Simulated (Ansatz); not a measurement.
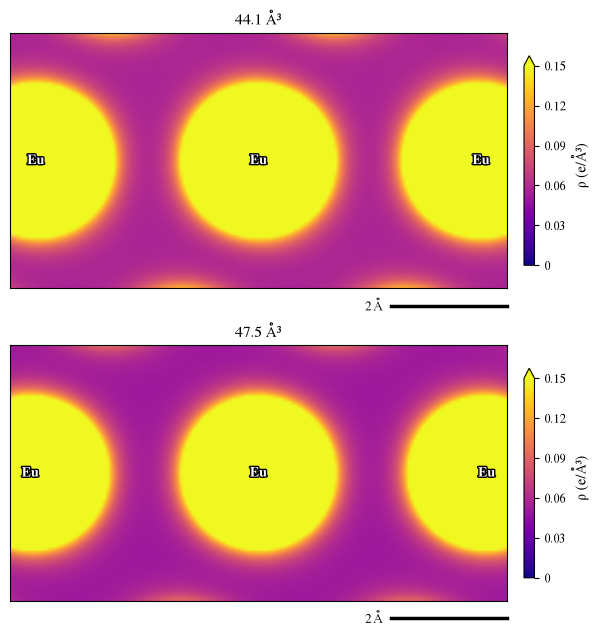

Eu. The valence electron density of cells scaled evenly to different volumes (given per atom above each panel), on the (11̄0) plane of each (indices in the axes of the cell below), at one length scale and on one colour scale.

A structure from a database of computed crystals, not necessarily the ambient phase; no Hubbard U on the f states and no spin–orbit coupling; spin-polarised.

Computed with Ansatz, DFT, PBEsol, PAW with Ansatz's default frozen-core files, scalar-relativistic.

The density is the valence pseudo-density of a PAW calculation; it isn't the true density close to the nuclei.

The largest cell:

```
Eu
1.0
    -2.28059    2.28059    2.28059
     2.28059   -2.28059    2.28059
     2.28059    2.28059   -2.28059
Eu
1
Direct
  0.00000 0.00000 0.00000
```

| volume (Å³/atom) | Eu–Eu contact in the plane (Å) | ρ at its midpoint (e/Å³) | pressure (GPa) | largest moment (μB) | 
| --- | --- | --- | --- | --- |
| 44.06 | 3.854 | 0.060 | −1.8 | 7.07 | 
| 45.19 | 3.886 | ? | ? | ? | 
| 47.45 | 3.950 | 0.055 | −2.4 | 7.11 | 

Question: What values belong in the row with question marks?

Answer: Over the known rows ln ρ falls by 0.91 per Å of Eu–Eu distance (the line through the two), which gives 0.058 e/Å³ at 3.886 Å; the calculation gives 0.059 e/Å³. For the pressure, a straight line in volume between the neighbouring rows gives −2.0 GPa; the calculation gives −2.0. For the largest moment, a straight line in volume between the neighbouring rows gives 7.08 μB; the calculation gives 7.08.
